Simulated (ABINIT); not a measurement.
## SnO₂: single-point calculation

The run: single-point calculation of SnO₂ (6 atoms in the cell). Method and program: Kohn-Sham DFT of a periodic cell, PBEsol, JTH PAW PBE v2.0, no spin polarisation (ABINIT 10.8.3).

The structure derives from an entry of the Crystallography Open Database.

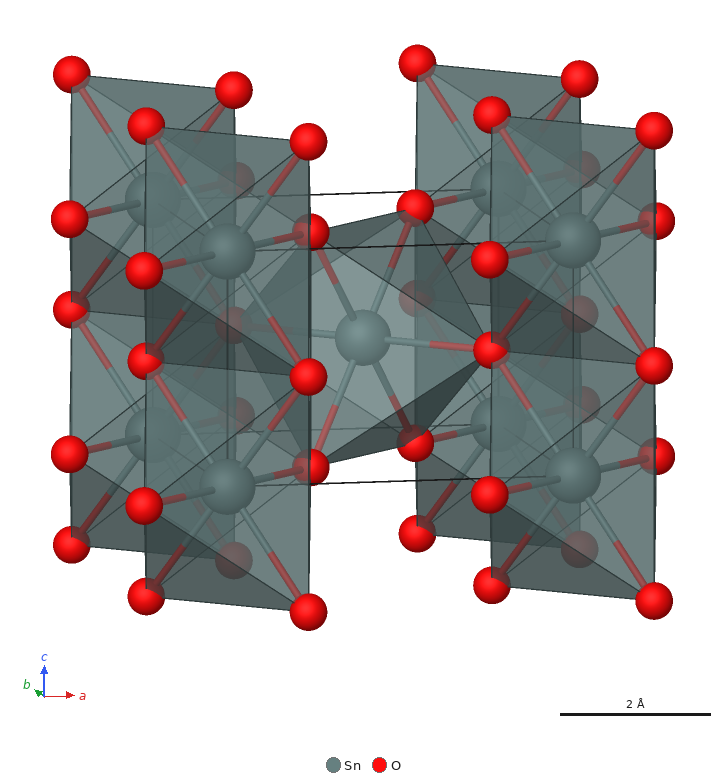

Figure 1. The structure (polyhedral view of the cell of the calculation, seen slightly off an axis; polyhedra are completed across the faces of the cell).

**Input file**
```
# Pseudopotentials
pp_dirpath "./"
pseudos "Sn.GGA_PBE-JTH.xml, O.GGA_PBE-JTH.xml"

# Structure
acell 3*1.0
rprim
     8.9535223785     0.0000000000     0.0000000000
     0.0000000000     8.9535223785     0.0000000000
     0.0000000000     0.0000000000     6.0216122961
ntypat 2
znucl 50 8
natom 6
typat 1 1 2 2 2 2
xcart
     2.3690000000     2.3690000000     1.5932500000
     0.0000000000     0.0000000000     0.0000000000
     3.8240398000     0.9139602000     1.5932500000
     3.2829602000     3.2829602000     0.0000000000
     0.9139602000     3.8240398000     1.5932500000
     1.4550398000     1.4550398000     0.0000000000 Angstrom

# Plane-wave basis
ecut 23.0
pawecutdg 45.0

# k points
kptopt 1
ngkpt 2 2 3
nshiftk 1
shiftk 0.0 0.0 0.0

# Exchange and correlation
ixc -116133

# Bands and occupations
nband 32
occopt 3
tsmear 0.05 eV

# SCF cycle
nstep 100
tolvrs 1.0e-9

# Output
iomode 3
prtwf 0
prteig 0
prtebands 0
prtden 1
prtvha 1
prtvclmb 1
prtpot 1
```

Machine: 1 thread of Arm Neoverse V1, 24 GiB of memory available, shared host.

Launched with:
```bash
abinit run.abi > log 2>&1
```

**Log**
```
.Version 10.8.3 of ABINIT
 Symmetries : space group P4_2/m n m (#136); Bravais tP (primitive tetrag.)
================================================================================
 Values of the parameters that define the memory need of the present run
     intxc =       0    ionmov =       0      iscf =      17    lmnmax =      18
     lnmax =       6     mgfft =      40  mpssoang =       3    mqgrid =    3001
     natom =       6  nloc_mem =       2    nspden =       1   nspinor =       1
    nsppol =       1      nsym =      16    n1xccc =       1    ntypat =       2
    occopt =       3   xclevel =       2
       mpw =        2556          nfft =       43200          nkpt =           6
 PAW method is used; the additional fine FFT grid is defined by:
   mgfftf=        60    nfftf =    144000
================================================================================
================================================================================

--------------------------------------------------------------------------------
------------- Echo of variables that govern the present computation ------------
--------------------------------------------------------------------------------
 -outvars: echo values of preprocessed input variables --------
            acell      1.0000000000E+00  1.0000000000E+00  1.0000000000E+00 Bohr
              amu      1.18710000E+02  1.59994000E+01
             ecut      2.30000000E+01 Hartree
              ixc     -116133
         kptrlatt        2    0    0      0    2    0      0    0    3
          kptrlen      1.79070448E+01
            natom           6
            nband          32
            ngfft          40      40      27
          ngfftdg          60      60      40
             nkpt           6
            nstep         100
             nsym          16
           ntypat           2
           occopt           3
        pawecutdg      4.50000000E+01 Hartree
         pawxcdev           0
        prtebands           0
           prteig           0
           prtpot           1
         prtvclmb           1
           prtvha           1
            prtwf           0
            rprim      8.9535223785E+00  0.0000000000E+00  0.0000000000E+00
                       0.0000000000E+00  8.9535223785E+00  0.0000000000E+00
                       0.0000000000E+00  0.0000000000E+00  6.0216122961E+00
          spgroup         136
           tolvrs      1.00000000E-09
           tsmear      1.83746611E-03 Hartree
            typat      1  1  2  2  2  2
           useylm           1
           xangst      2.3689999992E+00  2.3689999992E+00  1.5932499995E+00
                       8.0052254493E-10  8.0052254493E-10  5.4308794141E-10
                       3.8240397984E+00  9.1396020000E-01  1.5932499995E+00
                       3.2829601984E+00  3.2829601984E+00  5.4308794141E-10
                       9.1396020000E-01  3.8240397984E+00  1.5932499995E+00
                       1.4550398000E+00  1.4550398000E+00  5.4308794141E-10
            xcart      4.4767611908E+00  4.4767611908E+00  3.0108061491E+00
                       1.5127683675E-09  1.5127683675E-09  1.0262874716E-09
                       7.2263879135E+00  1.7271344680E+00  3.0108061491E+00
                       6.2038956572E+00  6.2038956572E+00  1.0262874716E-09
                       1.7271344680E+00  7.2263879135E+00  3.0108061491E+00
                       2.7496267243E+00  2.7496267243E+00  1.0262874716E-09
             xred      5.0000000017E-01  5.0000000017E-01  5.0000000017E-01
                       1.6895790322E-10  1.6895790322E-10  1.7043400025E-10
                       8.0710000021E-01  1.9290000013E-01  5.0000000017E-01
                       6.9290000013E-01  6.9290000013E-01  1.7043400025E-10
                       1.9290000013E-01  8.0710000021E-01  5.0000000017E-01
                       3.0710000021E-01  3.0710000021E-01  1.7043400025E-10
            znucl       50.00000    8.00000

================================================================================

 chkinp: Checking input parameters for consistency.

================================================================================
== DATASET  1 ==================================================================

--- !DatasetInfo
iteration_state: {dtset: 1, }
dimensions: {natom: 6, nkpt: 6, mband: 32, nsppol: 1, nspinor: 1, nspden: 1, mpw: 2556, }
cutoff_energies: {ecut:  23.0, pawecutdg:  45.0, }
electrons: {nelect:   5.20000000E+01, charge:   0.00000000E+00, occopt:   3.00000000E+00, tsmear:   1.83746611E-03, }
meta: {optdriver: 0, ionmov: 0, optcell: 0, iscf: 17, paral_kgb: 0, }
...

 Real(R)+Recip(G) space primitive vectors, cartesian coordinates (Bohr,Bohr^-1):
 R(1)=  8.9535224  0.0000000  0.0000000  G(1)=  0.1116879  0.0000000  0.0000000
 R(2)=  0.0000000  8.9535224  0.0000000  G(2)=  0.0000000  0.1116879  0.0000000
 R(3)=  0.0000000  0.0000000  6.0216123  G(3)=  0.0000000  0.0000000  0.1660685
 Unit cell volume ucvol=  4.8272594E+02 bohr^3
 Angles (23,13,12)=  9.00000000E+01  9.00000000E+01  9.00000000E+01 degrees

 Coarse grid specifications (used for wave-functions):

 getcut: wavevector=  0.0000  0.0000  0.0000  ngfft=  40  40  27
         ecut(hartree)=     23.000   => boxcut(ratio)=   2.00001

 Fine grid specifications (used for densities):

 getcut: wavevector=  0.0000  0.0000  0.0000  ngfft=  60  60  40
         ecut(hartree)=     45.000   => boxcut(ratio)=   2.19976

--- Pseudopotential description ------------------------------------------------
- pspini: atom type   1  psp file is ./Sn.GGA_PBE-JTH.xml
 Pseudopotential format is: paw10
 basis_size (lnmax)=  6 (lmn_size= 18), orbitals=   0   0   1   1   2   2
 Spheres core radius: rc_sph= 2.51086398
 Shapefunction is BESSEL type: shapef(r,l)=aa(1,l)*jl(q(1,l)*r)+aa(2,l)*jl(q(2,l)*r)
 Radius for shape functions =  1.40702157
 Compensation charge density is not taken into account in XC energy/potential

- pspini: atom type   2  psp file is ./O.GGA_PBE-JTH.xml
 Pseudopotential format is: paw10
 basis_size (lnmax)=  4 (lmn_size=  8), orbitals=   0   0   1   1
 Spheres core radius: rc_sph= 1.41465230
 Shapefunction is SIN type: shapef(r)=[sin(pi*r/rshp)/(pi*r/rshp)]**2
 Radius for shape functions =  1.20231231
 Compensation charge density is not taken into account in XC energy/potential

   3.63013204E+03                                ecore*ucvol(ha*bohr**3)
--------------------------------------------------------------------------------

================================================================================

--- !BeginCycle
iteration_state: {dtset: 1, }
solver: {iscf: 17, nstep: 100, nline: 4, wfoptalg: 10, }
tolerances: {tolvrs: 1.00E-09, }
...

     iter   Etot(hartree)      deltaE(h)  residm     nres2
 ETOT  1  -203.68827242737    -2.037E+02 3.562E-01 6.145E+01
 ETOT  2  -203.89657579689    -2.083E-01 3.778E-02 2.076E+01
 ETOT  3  -203.87534686675     2.123E-02 1.036E-02 1.660E+00
 ETOT  4  -203.87500176116     3.451E-04 8.431E-03 2.765E-02
 ETOT  5  -203.87500392681    -2.166E-06 4.221E-03 2.284E-03
 ETOT  6  -203.87501274229    -8.815E-06 1.963E-03 6.075E-05
 ETOT  7  -203.87501279682    -5.452E-08 5.945E-04 7.404E-06
 ETOT  8  -203.87501283769    -4.087E-08 5.930E-04 7.205E-07
 ETOT  9  -203.87501283782    -1.340E-10 4.197E-04 6.150E-08
 ETOT 10  -203.87501283793    -1.112E-10 6.262E-04 4.603E-09
 ETOT 11  -203.87501283793    -1.307E-12 4.109E-04 1.031E-09
 ETOT 12  -203.87501283793     5.400E-13 5.958E-04 1.749E-10

 At SCF step   12       nres2   =  1.75E-10 < tolvrs=  1.00E-09 =>converged.

 Cartesian components of stress tensor (hartree/bohr^3)
  sigma(1 1)= -9.21093547E-05  sigma(3 2)=  0.00000000E+00
  sigma(2 2)= -9.21093547E-05  sigma(3 1)=  0.00000000E+00
  sigma(3 3)= -1.66501986E-04  sigma(2 1)=  0.00000000E+00

--- !ResultsGS
iteration_state: {dtset: 1, }
comment   : Summary of ground state results
lattice_vectors:
- [  8.9535224,   0.0000000,   0.0000000, ]
- [  0.0000000,   8.9535224,   0.0000000, ]
- [  0.0000000,   0.0000000,   6.0216123, ]
lattice_lengths: [   8.95352,    8.95352,    6.02161, ]
lattice_angles: [ 90.000,  90.000,  90.000, ] # degrees, (23, 13, 12)
lattice_volume:   4.8272594E+02
convergence: {deltae:  5.400E-13, res2:  1.749E-10, residm:  5.958E-04, diffor: null, }
etotal    :  -2.03875013E+02
entropy   :   0.00000000E+00
fermie    :   2.08582599E-01
cartesian_stress_tensor: # hartree/bohr^3
- [ -9.21093547E-05,   0.00000000E+00,   0.00000000E+00, ]
- [  0.00000000E+00,  -9.21093547E-05,   0.00000000E+00, ]
- [  0.00000000E+00,   0.00000000E+00,  -1.66501986E-04, ]
pressure_GPa:   3.4395E+00
xred      :
- [  5.0000E-01,   5.0000E-01,   5.0000E-01, Sn]
- [  1.6896E-10,   1.6896E-10,   1.7043E-10, Sn]
- [  8.0710E-01,   1.9290E-01,   5.0000E-01,  O]
- [  6.9290E-01,   6.9290E-01,   1.7043E-10,  O]
- [  1.9290E-01,   8.0710E-01,   5.0000E-01,  O]
- [  3.0710E-01,   3.0710E-01,   1.7043E-10,  O]
cartesian_forces: # hartree/bohr
- [ -7.22801448E-20,  -7.22801448E-20,  -0.00000000E+00, ]
- [ -7.22801448E-20,  -7.22801448E-20,  -0.00000000E+00, ]
- [ -2.55543411E-03,   2.55543411E-03,  -0.00000000E+00, ]
- [  2.55543411E-03,   2.55543411E-03,  -0.00000000E+00, ]
- [  2.55543411E-03,  -2.55543411E-03,  -0.00000000E+00, ]
- [ -2.55543411E-03,  -2.55543411E-03,  -0.00000000E+00, ]
force_length_stats: {min:   1.02219561E-19, max:   3.61392958E-03, mean:   2.40928638E-03, }
...

 Integrated electronic density in atomic spheres:
 ------------------------------------------------
 Atom  Sphere_radius  Integrated_density
    1        2.51086         12.21859054
    2        2.51086         12.21859054
    3        1.41465          4.57747042
    4        1.41465          4.57747042
    5        1.41465          4.57747042
    6        1.41465          4.57747042

================================================================================

 ----iterations are completed or convergence reached----

 Mean square residual over all n,k,spin=   40.473E-07; max=  59.585E-05
 reduced coordinates (array xred) for    6 atoms
       0.500000000169      0.500000000169      0.500000000170
       0.000000000169      0.000000000169      0.000000000170
       0.807100000208      0.192900000130      0.500000000170
       0.692900000130      0.692900000130      0.000000000170
       0.192900000130      0.807100000208      0.500000000170
       0.307100000208      0.307100000208      0.000000000170
 rms dE/dt=  1.5253E-02; max dE/dt=  2.2880E-02; dE/dt below (all hartree)
    1       0.000000000000      0.000000000000      0.000000000000
    2       0.000000000000      0.000000000000      0.000000000000
    3       0.022880136499     -0.022880136499      0.000000000000
    4      -0.022880136499     -0.022880136499      0.000000000000
    5      -0.022880136499      0.022880136499      0.000000000000
    6       0.022880136499      0.022880136499      0.000000000000

 cartesian coordinates (angstrom) at end:
    1      2.36899999919948     2.36899999919948     1.59324999945691
    2      0.00000000080052     0.00000000080052     0.00000000054309
    3      3.82403979839896     0.91396020000000     1.59324999945691
    4      3.28296019839896     3.28296019839896     0.00000000054309
    5      0.91396020000000     3.82403979839896     1.59324999945691
    6      1.45503980000000     1.45503980000000     0.00000000054309

 cartesian forces (hartree/bohr) at end:
    1     -0.00000000000000    -0.00000000000000    -0.00000000000000
    2     -0.00000000000000    -0.00000000000000    -0.00000000000000
    3     -0.00255543411090     0.00255543411090    -0.00000000000000
    4      0.00255543411090     0.00255543411090    -0.00000000000000
    5      0.00255543411090    -0.00255543411090    -0.00000000000000
    6     -0.00255543411090    -0.00255543411090    -0.00000000000000
 frms,max,avg= 1.7036227E-03 2.5554341E-03   0.000E+00  0.000E+00  0.000E+00 h/b

 cartesian forces (eV/Angstrom) at end:
    1     -0.00000000000000    -0.00000000000000    -0.00000000000000
    2     -0.00000000000000    -0.00000000000000    -0.00000000000000
    3     -0.13140570537120     0.13140570537120    -0.00000000000000
    4      0.13140570537120     0.13140570537120    -0.00000000000000
    5      0.13140570537120    -0.13140570537120    -0.00000000000000
    6     -0.13140570537120    -0.13140570537120    -0.00000000000000
 frms,max,avg= 8.7603804E-02 1.3140571E-01   0.000E+00  0.000E+00  0.000E+00 e/A
 length scales=  1.000000000000  1.000000000000  1.000000000000 bohr
              =  0.529177210544  0.529177210544  0.529177210544 angstroms
 Fermi (or HOMO) energy (hartree) =   0.20858   Average Vxc (hartree)=  -0.41893
 Eigenvalues (hartree) for nkpt=   6  k points:
 kpt#   1, nband= 32, wtk=  0.08333, kpt=  0.0000  0.0000  0.0000 (reduced coord)
  -0.58657   -0.55853   -0.54791   -0.54666   -0.54666   -0.54383   -0.54244   -0.53911
  -0.53749   -0.53749   -0.50743   -0.43904   -0.43904   -0.37091   -0.11326    0.03551
   0.03551    0.03939    0.07142    0.11069    0.11664    0.14272    0.14272    0.15804
   0.15804    0.18719    0.22998    0.40879    0.41379    0.41379    0.56330    0.57076
      occupation numbers for kpt#   1
   2.00000    2.00000    2.00000    2.00000    2.00000    2.00000    2.00000    2.00000
   2.00000    2.00000    2.00000    2.00000    2.00000    2.00000    2.00000    2.00000
   2.00000    2.00000    2.00000    2.00000    2.00000    2.00000    2.00000    2.00000
   2.00000    1.99998    0.00002    0.00000    0.00000    0.00000    0.00000    0.00000
 prteigrs : prtvol=0 or 1, do not print more k-points.

--- !EnergyTerms
iteration_state     : {dtset: 1, }
comment             : Components of total free energy in Hartree
kinetic             :  5.43202505210695E+01
hartree             :  6.41822290742640E+01
xc                  : -2.52325546234204E+01
Ewald energy        : -1.53716967639620E+02
psp_core            :  7.52006830182254E+00
local_psp           : -1.86594994471497E+02
PAW spherical_terms :  3.56469584479337E+01
internal            : -2.03875010389448E+02
'-kT*entropy'       : -6.79255952361048E-08
total_energy        : -2.03875010457374E+02
total_energy_eV     : -5.54772165545902E+03
...

--- !EnergyTermsDC
iteration_state     : {dtset: 1, }
comment             : '"Double-counting" decomposition of free energy'
band_energy         : -1.26478832501461E+01
Ewald energy        : -1.53716967639620E+02
psp_core            :  7.52006830182254E+00
xc_dc               : -6.50676058313012E+01
PAW spherical_terms :  2.00373756492364E+01
internal            : -2.03875012770009E+02
'-kT*entropy'       : -6.79255952361048E-08
total_energy_dc     : -2.03875012837934E+02
total_energy_dc_eV  : -5.54772172023737E+03
...

--- !EnergyTermsWithPAWCore
iteration_state     : {dtset: 1, }
comment             : 'Components of total free energy, including PAW core contributions'
Total energy        : -1.26493632071306E+04
Total energy DC     : -1.26493632095112E+04
Total energy (eV)   : -3.44206707994932E+05
Total energy DC (eV): -3.44206708059711E+05
...

 Cartesian components of stress tensor (hartree/bohr^3)
  sigma(1 1)= -9.21093547E-05  sigma(3 2)=  0.00000000E+00
  sigma(2 2)= -9.21093547E-05  sigma(3 1)=  0.00000000E+00
  sigma(3 3)= -1.66501986E-04  sigma(2 1)=  0.00000000E+00

-Cartesian components of stress tensor (GPa)         [Pressure=  3.4395E+00 GPa]
- sigma(1 1)= -2.70995078E+00  sigma(3 2)=  0.00000000E+00
- sigma(2 2)= -2.70995078E+00  sigma(3 1)=  0.00000000E+00
- sigma(3 3)= -4.89865754E+00  sigma(2 1)=  0.00000000E+00

== END DATASET(S) ==============================================================
================================================================================

 -outvars: echo values of variables after computation  --------
            acell      1.0000000000E+00  1.0000000000E+00  1.0000000000E+00 Bohr
           etotal     -2.0387501284E+02
            fcart     -7.2280144832E-20 -7.2280144832E-20 -0.0000000000E+00
                      -7.2280144832E-20 -7.2280144832E-20 -0.0000000000E+00
                      -2.5554341109E-03  2.5554341109E-03 -0.0000000000E+00
                       2.5554341109E-03  2.5554341109E-03 -0.0000000000E+00
                       2.5554341109E-03 -2.5554341109E-03 -0.0000000000E+00
                      -2.5554341109E-03 -2.5554341109E-03 -0.0000000000E+00
            rprim      8.9535223785E+00  0.0000000000E+00  0.0000000000E+00
                       0.0000000000E+00  8.9535223785E+00  0.0000000000E+00
                       0.0000000000E+00  0.0000000000E+00  6.0216122961E+00
           strten     -9.2109354741E-05 -9.2109354741E-05 -1.6650198565E-04
                       0.0000000000E+00  0.0000000000E+00  0.0000000000E+00
           xangst      2.3689999992E+00  2.3689999992E+00  1.5932499995E+00
                       8.0052254493E-10  8.0052254493E-10  5.4308794141E-10
                       3.8240397984E+00  9.1396020000E-01  1.5932499995E+00
                       3.2829601984E+00  3.2829601984E+00  5.4308794141E-10
                       9.1396020000E-01  3.8240397984E+00  1.5932499995E+00
                       1.4550398000E+00  1.4550398000E+00  5.4308794141E-10
             xred      5.0000000017E-01  5.0000000017E-01  5.0000000017E-01
                       1.6895790322E-10  1.6895790322E-10  1.7043400025E-10
                       8.0710000021E-01  1.9290000013E-01  5.0000000017E-01
                       6.9290000013E-01  6.9290000013E-01  1.7043400025E-10
                       1.9290000013E-01  8.0710000021E-01  5.0000000017E-01
                       3.0710000021E-01  3.0710000021E-01  1.7043400025E-10
 Calculation completed.
```

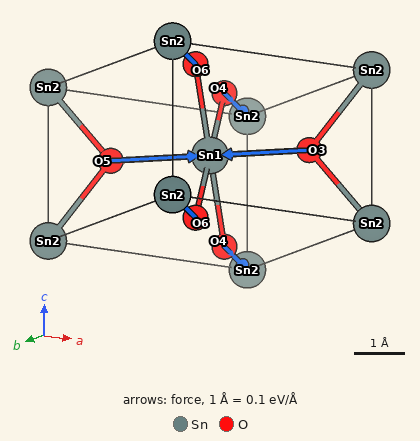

Figure 2. Forces on the atoms as blue arrows (ball-and-stick view of the cell of the calculation, seen at an oblique angle; atoms are numbered from 1 in the order of the input). The largest act on all 4 O atoms (0.19 eV/Å). 

**Results in brief**

- outcome: converged
- space group (tolerance 0.01 Å): P4₂/mnm (136)
- electrons treated: 52
- free energy: −5547.7217 eV
- Fermi energy: 5.676 eV
- gap on the k-point mesh: 1.16 eV
- pressure: 3.44 GPa
- largest force (length of the vector): 0.186 eV/Å
- wall time: 36 s
- peak memory: 0.15 GiB

**Remarks**

The k-point mesh is coarse for a cell of this size, so the results may not be converged.
